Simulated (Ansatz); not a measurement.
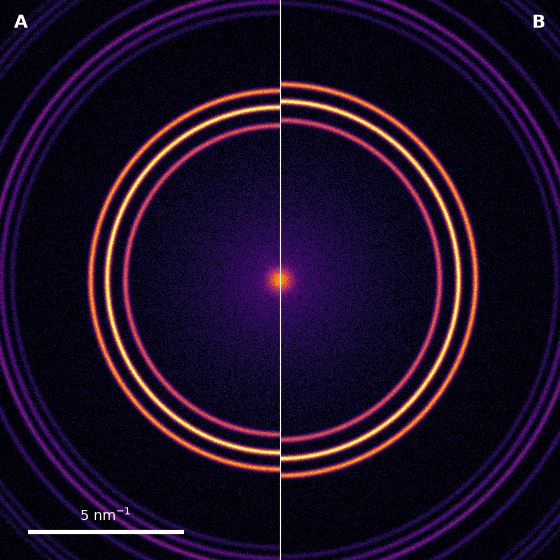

Simulated electron diffraction rings at 120 kV (λ = 0.0335 Å), scale in nm⁻¹ (radius = 1/d), for a fine-grained powder without texture. Kinematic intensities with B = 0.3 Å² for all atoms, without multiple scattering; brightness goes as intensity to the power 0.6, clipped at the top, with counting noise. Reflections closer than the ring width show as one ring. The left and right halves show two different samples, each scaled to its strongest ring.

Both are C in Pm-3n, with cells of different size. Origins: A, the input geometry of an electronic-structure calculation (not necessarily at equilibrium); the starting structure was generated, so it need not be a known form of this composition; B, the geometry relaxed with Ansatz, DFT, r2SCAN, plane waves (500 eV) with PAW, scalar-relativistic; the starting structure was generated, so it need not be a known form of this composition.

Which half has the larger cell, and by how much?

Half A: the volume of B is 9.5 % smaller than that of A, and a larger cell draws the rings inwards on average.
A: a = 4.028 Å, b = 4.028 Å, c = 4.028 Å, α = 90.00°, β = 90.00°, γ = 90.00°; 200 at 4.97 nm⁻¹ (d = 2.01 Å), 210 at 5.55 nm⁻¹ (d = 1.801 Å), 211 at 6.08 nm⁻¹ (d = 1.644 Å), 222 at 8.60 nm⁻¹ (d = 1.163 Å).
B: a = 3.896 Å, b = 3.896 Å, c = 3.896 Å, α = 90.00°, β = 90.00°, γ = 90.00°; 200 at 5.13 nm⁻¹ (d = 1.948 Å), 210 at 5.74 nm⁻¹ (d = 1.742 Å), 211 at 6.29 nm⁻¹ (d = 1.590 Å).
